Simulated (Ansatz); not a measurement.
```cif
data_structure
_symmetry_space_group_name_H-M 'P 1'
_symmetry_Int_Tables_number 1
_cell_length_a 4.4032
_cell_length_b 4.4032
_cell_length_c 4.4032
_cell_angle_alpha 90.000
_cell_angle_beta 90.000
_cell_angle_gamma 90.000
_cell_volume 85.37
loop_
_atom_site_label
_atom_site_type_symbol
_atom_site_fract_x
_atom_site_fract_y
_atom_site_fract_z
_atom_site_occupancy
Al1 Al 0.99663 0.99663 0.99663 1
Al2 Al 0.50337 0.99663 0.50337 1
Al3 Al 0.99663 0.50337 0.50337 1
Al4 Al 0.50337 0.50337 0.99663 1
N1 N 0.25000 0.75000 0.25000 1
N2 N 0.75000 0.25000 0.25000 1
N3 N 0.25000 0.25000 0.75000 1
```

Spin-polarised.

Theory: DFT PBE, scalar-relativistic, plane waves, PAW (Ansatz).

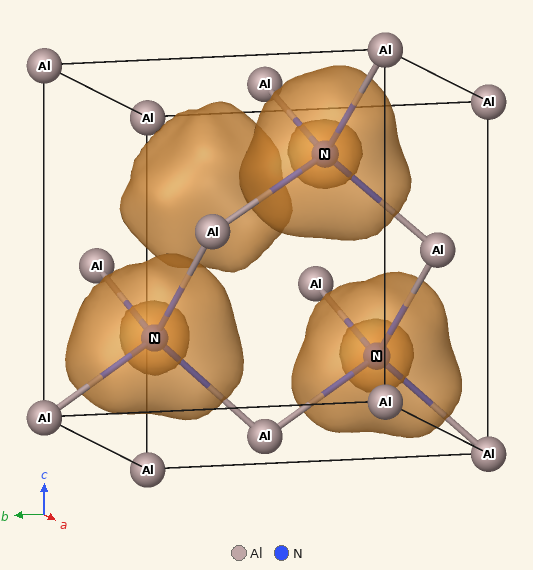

Al4N3 (distorted or defective cell). Isosurface of the electron localisation function at 0.7 (orange), seen at an oblique angle. Only the valence region is drawn (cores and ρ < 0.01 e/Å³ removed). Sticks mark near contacts.

Core electrons are frozen (PAW), and the valence fields are smoothed inside the atomic spheres.

Question: What do the ELF domains correspond to?

Answer: At this value the surface marks out three regions on N in which the atom's valence shell and bonds are merged and one pocket between the atoms, centred on no nucleus (multi-centre or interstitial), counted in one cell of 7 atoms. Any copies at cell faces, edges or corners count once.

Values along the shortest contacts:
Al–N (1.92 Å): the ELF peaks at about 0.90 between the atoms.

Question: Does the calculation give a band gap?

Answer: It is gapless in this calculation (a metal or semimetal).
